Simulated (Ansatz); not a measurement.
The structure in question:

```
Pt
1.0
     2.73505    0.00000    0.00000
     0.00000    2.93652    0.00000
     0.00000    0.00000    3.86794
Pt
2
Cartesian
  0.0000 0.0000 0.0000
  1.3675 1.4683 1.9340
```

> Characterise the structure given above.

The element is platinum. The space group is Immm (No. 71); the lattice is body-centred orthorhombic. The cell holds two atoms. Pt bonds to twelve Pt in a distorted cuboctahedral arrangement at 2.74 to 2.94 Å. The bonds build a three-dimensional framework.

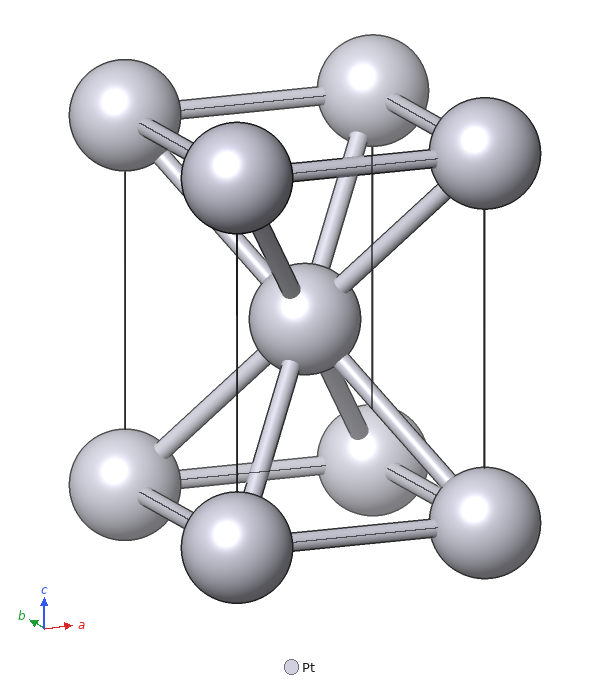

We look at a ball-and-stick model of the crystal slightly off an axis. The lines enclose the conventional unit cell; boundary atoms appear with their images. Colours: platinum light grey.

The cell started as a structure listed in the Materials Project. The cell was then strained or its atoms displaced on purpose. A calculation with Ansatz used it as input.
